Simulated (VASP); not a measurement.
**Run report: BaTiO3, geometry relaxation (part 2 of 3)**

Continued. System: BaTiO3 (5 atoms in the cell). Method: Kohn-Sham DFT of a periodic cell, PBEsol, VASP PAW PBE potentials, recommended, no spin polarisation (VASP 6.6.1); cutoff 600 eV, 8×8×8 k-mesh, Gaussian smearing of 0.03 eV. The structure derives from an entry of the Crystallography Open Database.

Geometry of the input (Å; fractional positions):
```
3.9998  0.0000  0.0000
0.0000  3.9998  0.0000
0.0000  0.0000  4.0180
Ba 0.0000  0.0000  0.0000
Ti 0.5000  0.5000  0.4900
O  0.5000  0.5000  0.0190
O  0.5000  0.0000  0.5170
O  0.0000  0.5000  0.5170
```

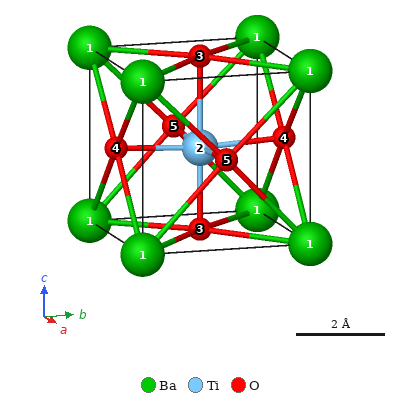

Fig. 1: The structure as given in the input (ball-and-stick view of the cell of the calculation, seen slightly off an axis; atoms are numbered from 1 in the order of the input). An atom can appear more than once, as a periodic image.

Parts of OUTCAR, continued:
```
  direct lattice vectors                    reciprocal lattice vectors
     3.999800000  0.000000000  0.000000000     0.250012501  0.000000000  0.000000000
     0.000000000  3.999800000  0.000000000     0.000000000  0.250012501  0.000000000
     0.000000000  0.000000000  4.018000000     0.000000000  0.000000000  0.248880040

  length of vectors
     3.999800000  3.999800000  4.018000000     0.250012501  0.250012501  0.248880040

  position of ions in fractional coordinates (direct lattice)
     0.000000000  0.000000000  0.000000000
     0.500000000  0.500000000  0.490000000
     0.500000000  0.500000000  0.019000000
     0.500000000  0.000000000  0.517000000
     0.000000000  0.500000000  0.517000000

  ion indices of the primitive-cell ions
   primitive index   ion index
                 1           1
                 2           2
                 3           3
                 4           4
                 5           5

----------------------------------------------------------------------------------------

 KPOINTS: Automatic mesh

Automatic generation of k-mesh.
 Grid dimensions read from file:
 generate k-points for:    8    8    8

 Generating k-lattice:

  Cartesian coordinates                     Fractional coordinates (reciprocal lattice)
     0.031251563  0.000000000  0.000000000     0.125000000  0.000000000  0.000000000
     0.000000000  0.031251563  0.000000000     0.000000000  0.125000000  0.000000000
     0.000000000  0.000000000  0.031110005     0.000000000  0.000000000  0.125000000

  Length of vectors
     0.031251563  0.031251563  0.031110005

  Shift w.r.t. Gamma in fractional coordinates (k-lattice)
     0.000000000  0.000000000  0.000000000

 Subroutine IBZKPT returns following result:
 ===========================================

 Found     75 irreducible k-points:

 Following reciprocal coordinates:
            Coordinates               Weight
  0.000000  0.000000  0.000000      1.000000
  0.125000  0.000000  0.000000      4.000000
  0.250000  0.000000  0.000000      4.000000
  0.375000  0.000000  0.000000      4.000000
  0.500000  0.000000  0.000000      2.000000
  0.125000  0.125000  0.000000      4.000000
  0.250000  0.125000  0.000000      8.000000
  0.375000  0.125000  0.000000      8.000000
  0.500000  0.125000  0.000000      4.000000
  0.250000  0.250000  0.000000      4.000000
  0.375000  0.250000  0.000000      8.000000
  0.500000  0.250000  0.000000      4.000000
  0.375000  0.375000  0.000000      4.000000
  0.500000  0.375000  0.000000      4.000000
  0.500000  0.500000  0.000000      1.000000
  0.000000  0.000000  0.125000      2.000000
  0.125000  0.000000  0.125000      8.000000
  0.250000  0.000000  0.125000      8.000000
  0.375000  0.000000  0.125000      8.000000
  0.500000  0.000000  0.125000      4.000000
  0.125000  0.125000  0.125000      8.000000
  0.250000  0.125000  0.125000     16.000000
  0.375000  0.125000  0.125000     16.000000
  0.500000  0.125000  0.125000      8.000000
 [... further k-points ...]
   k-points           NKPTS =     75   k-points in BZ     NKDIM =     75   number of bands    NBANDS=     24
   number of dos      NEDOS =    301   number of ions     NIONS =      5
   total plane-waves  NPLWV =  32768
   dimension x,y,z NGX =    32 NGY =   32 NGZ =   32
   dimension x,y,z NGXF=    64 NGYF=   64 NGZF=   64
   ions per type =               1   1   3
   NGX,Y,Z   is equivalent  to a cutoff of  13.30, 13.30, 13.24 a.u.
   NGXF,Y,Z  is equivalent  to a cutoff of  26.60, 26.60, 26.48 a.u.
 SYSTEM =  BaTiO3
   PREC   = accura    normal or accurate (medium, high low for compatibility)
   ISTART =      0    job   : 0-new  1-cont  2-samecut
   ICHARG =      2    charge: 1-file 2-atom 10-const
   ISPIN  =      1    spin polarized calculation?
   LNONCOLLINEAR =      F non collinear calculations
   LSORBIT =      F    spin-orbit coupling
   LASPH  =      T    aspherical Exc in radial PAW
   ENCUT  =  600.0 eV  44.10 Ry    6.64 a.u.   7.99  7.99  8.02*2*pi/ulx,y,z
   NELM   =     80;   NELMIN=  2; NELMDL= -5     # of ELM steps
   EDIFF  = 0.1E-05   stopping-criterion for ELM
   LREAL  =      F    real-space projection
   EDIFFG = -.1E-01   stopping-criterion for IOM
   NSW    =     90    number of steps for IOM
   IBRION =      2    ionic relax: 0-MD 1-quasi-New 2-CG
   NFREE  =      1    steps in history (QN), initial steepest desc. (CG)
   ISIF   =      3    stress and relaxation
   ISYM   =      2    0-nonsym 1-usesym 2-fastsym
   POTIM  = 0.5000    time-step for ionic-motion
   TEBEG  =    0.0;   TEEND  =   0.0 temperature during run
   PSTRESS=    0.0 pullay stress
   NELECT =      40.0000    total number of electrons
   NUPDOWN=      -1.0000    fix difference up-down
   EMIN   =  10.00;   EMAX   =-10.00  energy-range for DOS
   EFERMI =   0.00;   METHOD = LEGACY
   ISMEAR =     0;   SIGMA  =   0.03  broadening in eV -4-tet -1-fermi 0-gaus
   EFERMI_NEDOS =   21; number of points for ismear=-14 and -15
   IALGO  =     38    algorithm
   IMIX   =      4    mixing-type and parameters
     AMIX     =   0.40;   BMIX     =  1.00
     AMIX_MAG =   1.60;   BMIX_MAG =  1.00
  volume/ion in A,a.u.               =      12.86        86.76
  Fermi-wavevector in a.u.,A,eV,Ry     =   1.397653  2.641181 26.578078  1.953434
  Thomas-Fermi vector in A             =   2.520888
   LORBIT       =      0    0 simple, 1 ext, 2 COOP (PROOUT), +10 PAW based schemes
   GGA     = PS    functional components
   LHFCALC =     F    Hartree Fock is set to
   AEXX    =    0.0000 exact exchange contribution
   IVDW    =     0    specifies the selected vdW correction
   LEPSILON=     F    determine dielectric tensor
   LRPA    =     F    only Hartree local field effects (RPA)
 conjugate gradient relaxation of ions
 non-spin polarized calculation
 Gauss-broadening in eV      SIGMA  =   0.03
  energy-cutoff  :      600.00
  volume of cell :       64.28
 maximum number of plane-waves:      2176
 NGX is ok and might be reduce to    32
   NGX = 15   NGY = 15   NGZ = 17

--------------------------------------- Ionic step        1  -------------------------------------------

 number of electron      39.9999999 magnetization

 Free energy of the ion-electron system (eV)
  ---------------------------------------------------
  ext. energy  EPLUGINS =         0.00000000
  ---------------------------------------------------
  free energy    TOTEN  =       -41.99347126 eV

  energy without entropy =      -41.99347126  energy(sigma->0) =      -41.99347126

------------------------ aborting loop because EDIFF is reached ----------------------------------------

  FORCE on cell =-STRESS in cart. coord.  units (eV):
  Direction    XX          YY          ZZ          XY          YZ          ZX
  --------------------------------------------------------------------------------------
  -------------------------------------------------------------------------------------
  Total       -0.9894240     -0.9894240     -0.6120291      0.0000000     -0.0000000      0.0000000
  in kB      -24.6607644    -24.6607644    -15.2544369      0.0000000     -0.0000000      0.0000000
  external PRESSURE =     -21.5253219 kB  Pullay stress =       0.0000000 kB

 VOLUME and BASIS-vectors are now :
 -----------------------------------------------------------------------------
  energy-cutoff  :      600.00
  volume of cell :       64.28
      direct lattice vectors                 reciprocal lattice vectors
     3.999800000  0.000000000  0.000000000     0.250012501  0.000000000  0.000000000
     0.000000000  3.999800000  0.000000000     0.000000000  0.250012501  0.000000000
     0.000000000  0.000000000  4.018000000     0.000000000  0.000000000  0.248880040

 POSITION                                       TOTAL-FORCE (eV/Angst)
 -----------------------------------------------------------------------------------
      0.00000      0.00000      0.00000        -0.000000     -0.000000      0.056202
      1.99990      1.99990      1.96882         0.000000      0.000000     -0.145116
      1.99990      1.99990      0.07634         0.000000      0.000000      0.327024
      1.99990      0.00000      2.07731         0.000000     -0.000000     -0.119055
      0.00000      1.99990      2.07731         0.000000     -0.000000     -0.119055
 -----------------------------------------------------------------------------------
    total drift:                                0.000000     -0.000000     -0.000292

  FREE ENERGIE OF THE ION-ELECTRON SYSTEM (eV)
  ---------------------------------------------------
  free  energy   TOTEN  =       -41.9934712621 eV

  energy  without entropy=      -41.9934712621  energy(sigma->0) =      -41.99347126

--------------------------------------- Ionic step        2  -------------------------------------------

 number of electron      39.9999985 magnetization

------------------------ aborting loop because EDIFF is reached ----------------------------------------

  FORCE on cell =-STRESS in cart. coord.  units (eV):
  Direction    XX          YY          ZZ          XY          YZ          ZX
  --------------------------------------------------------------------------------------
  -------------------------------------------------------------------------------------
  Total        0.8965641      0.8965641      1.3215155      0.0000000     -0.0000000      0.0000000
  in kB       22.9144506     22.9144506     33.7753892      0.0000000     -0.0000000      0.0000000
  external PRESSURE =      26.5347634 kB  Pullay stress =       0.0000000 kB

 VOLUME and BASIS-vectors are now :
 -----------------------------------------------------------------------------
  energy-cutoff  :      600.00
  volume of cell :       62.69
      direct lattice vectors                 reciprocal lattice vectors
     3.961615958  0.000000000  0.000000000     0.252422247  0.000000000  0.000000000
     0.000000000  3.961615958  0.000000000     0.000000000  0.252422247  0.000000000
     0.000000000 -0.000000000  3.994272980     0.000000000 -0.000000000  0.250358452

 POSITION                                       TOTAL-FORCE (eV/Angst)
 -----------------------------------------------------------------------------------
      3.96162      3.96162      0.00270         0.000000     -0.000000      0.038881
      1.98081      1.98081      1.95023         0.000000     -0.000000      0.016466
      1.98081      1.98081      0.09157         0.000000      0.000000     -0.024483
      1.98081      3.96162      2.05933         0.000000      0.000000     -0.015432
      0.00000      1.98081      2.05933         0.000000      0.000000     -0.015432
 -----------------------------------------------------------------------------------
    total drift:                                0.000000     -0.000000      0.000314

  FREE ENERGIE OF THE ION-ELECTRON SYSTEM (eV)
  ---------------------------------------------------
  free  energy   TOTEN  =       -41.9965746379 eV

  energy  without entropy=      -41.9965746379  energy(sigma->0) =      -41.99657464

--------------------------------------- Ionic step        3  -------------------------------------------

 number of electron      39.9999990 magnetization

------------------------ aborting loop because EDIFF is reached ----------------------------------------

  FORCE on cell =-STRESS in cart. coord.  units (eV):
  Direction    XX          YY          ZZ          XY          YZ          ZX
  --------------------------------------------------------------------------------------
  -------------------------------------------------------------------------------------
  Total        0.0484113      0.0484113      0.4478613      0.0000000      0.0000000      0.0000000
  in kB        1.2237050      1.2237050     11.3207024      0.0000000      0.0000000      0.0000000
  external PRESSURE =       4.5893708 kB  Pullay stress =       0.0000000 kB

 VOLUME and BASIS-vectors are now :
 -----------------------------------------------------------------------------
  energy-cutoff  :      600.00
  volume of cell :       63.38
      direct lattice vectors                 reciprocal lattice vectors
     3.978377706  0.000000000  0.000000000     0.251358738  0.000000000  0.000000000
     0.000000000  3.978377706  0.000000000     0.000000000  0.251358738  0.000000000
     0.000000000 -0.000000000  4.004688492     0.000000000 -0.000000000  0.249707312

 POSITION                                       TOTAL-FORCE (eV/Angst)
 -----------------------------------------------------------------------------------
      0.00000     -0.00000      0.00151         0.000000     -0.000000      0.047899
      1.98919      1.98919      1.95840         0.000000      0.000000     -0.066322
      1.98919      1.98919      0.08487         0.000000     -0.000000      0.142883
      1.98919     -0.00000      2.06723        -0.000000      0.000000     -0.062230
      0.00000      1.98919      2.06723         0.000000      0.000000     -0.062230
 -----------------------------------------------------------------------------------
    total drift:                                0.000000     -0.000000      0.000130

  FREE ENERGIE OF THE ION-ELECTRON SYSTEM (eV)
  ---------------------------------------------------
  free  energy   TOTEN  =       -42.0020738478 eV

  energy  without entropy=      -42.0020738478  energy(sigma->0) =      -42.00207385

[... ionic steps 4 to 10 ...]

--------------------------------------- Ionic step       11  -------------------------------------------

 number of electron      39.9999995 magnetization

------------------------ aborting loop because EDIFF is reached ----------------------------------------

  FORCE on cell =-STRESS in cart. coord.  units (eV):
  Direction    XX          YY          ZZ          XY          YZ          ZX
  --------------------------------------------------------------------------------------
  -------------------------------------------------------------------------------------
  Total        0.0218358      0.0218358      0.0120403      0.0000000     -0.0000000      0.0000000
  in kB        0.5470976      0.5470976      0.3016693      0.0000000     -0.0000000      0.0000000
  external PRESSURE =       0.4652882 kB  Pullay stress =       0.0000000 kB

 VOLUME and BASIS-vectors are now :
 -----------------------------------------------------------------------------
  energy-cutoff  :      600.00
  volume of cell :       63.95
      direct lattice vectors                 reciprocal lattice vectors
     3.966640410  0.000000000  0.000000000     0.252102509  0.000000000  0.000000000
     0.000000000  3.966640410 -0.000000000     0.000000000  0.252102509  0.000000000
     0.000000000 -0.000000000  4.064146216     0.000000000  0.000000000  0.246054139

 POSITION                                       TOTAL-FORCE (eV/Angst)
 -----------------------------------------------------------------------------------
      0.00000     -0.00000      4.06295        -0.000000      0.000000     -0.036294
      1.98332      1.98332      1.95785         0.000000     -0.000000      0.023367
      1.98332      1.98332      0.11570         0.000000     -0.000000      0.018562
      1.98332     -0.00000      2.09931         0.000000      0.000000     -0.002818
      0.00000      1.98332      2.09931        -0.000000      0.000000     -0.002818
 -----------------------------------------------------------------------------------
    total drift:                                0.000000     -0.000000      0.000704

  FREE ENERGIE OF THE ION-ELECTRON SYSTEM (eV)
  ---------------------------------------------------
  free  energy   TOTEN  =       -42.0082040349 eV
```
